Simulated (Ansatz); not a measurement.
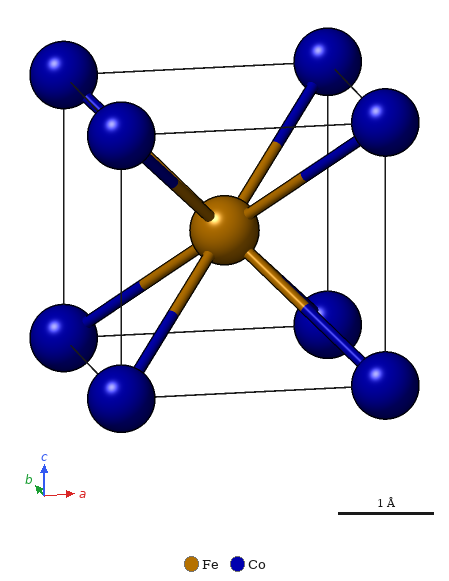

Normal modes of a crystal of FeCo, space group Pm-3m (No. 221), at the zone centre. A ball-and-stick model of the cell of the calculation, seen slightly off an axis.

Level of theory: DFT PBE, scalar-relativistic, plane waves, PAW (Ansatz). (plane-wave cutoff 420 eV; k-point mesh 20 × 20 × 20; occupations gaussian; smearing width 0.2 eV; collinear spin)

The frequencies depend somewhat on the k-mesh and the smearing.

**Which optical modes does it have, at what frequencies, and is it stable there?**

The calculation's cell holds 2 atoms, so there are 3 optical modes, in 1 level. The optical modes span T₁u. No level is unstable.

| level | symmetry | frequency (cm⁻¹) | activity |
| --- | --- | --- | --- |
| 1 | T₁u | 245 | infrared-active |

The crystal is a metal, so free carriers screen the infrared response.

The displacement patterns (one member of each degenerate set):

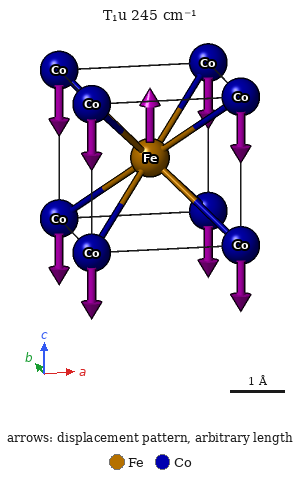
